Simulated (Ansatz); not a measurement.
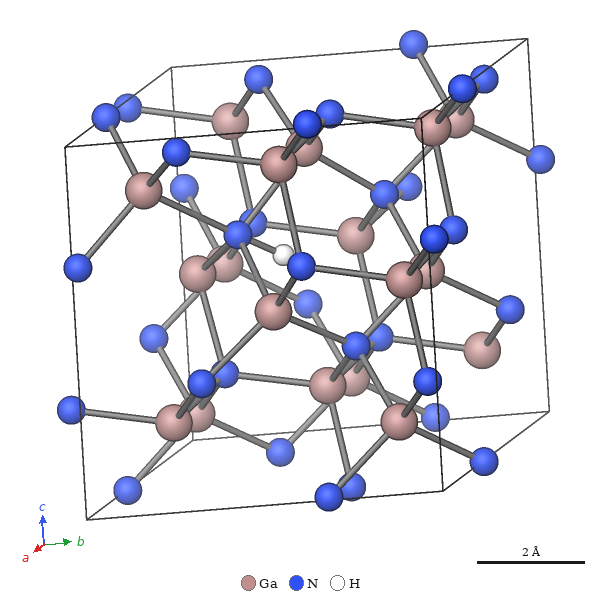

Drawn in the ball-and-stick manner and seen slightly off an axis. The lines enclose the supercell; boundary atoms appear with their images. The host is GaN, in a cell of 36 sites, and the cell carries a charge of +1.

> Which defect is modelled here, and what are its neighbours?

An interstitial hydrogen atom. It is bonded to one N at about 1.0 Å.

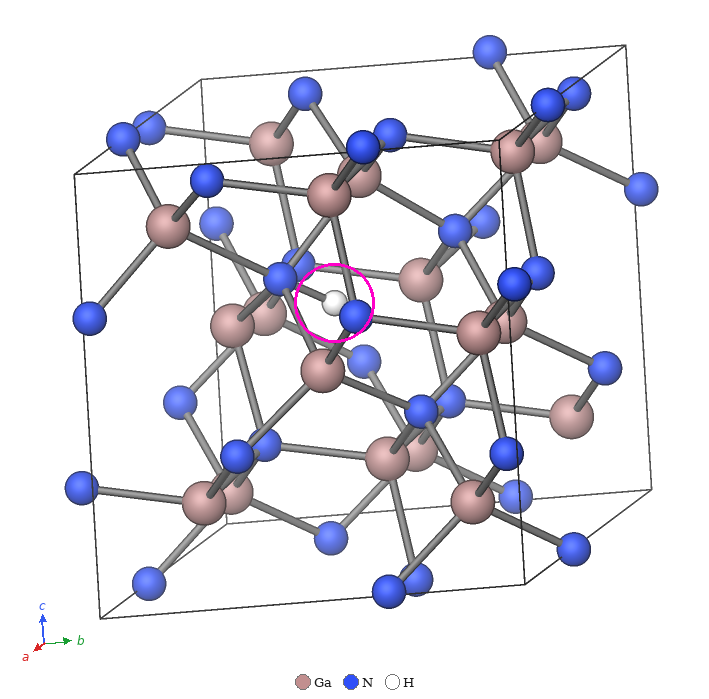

The same cell with a ring at the defect's site.

The atoms were relaxed in the host's cell with DFT PBE, scalar-relativistic, plane waves, PAW in Ansatz.
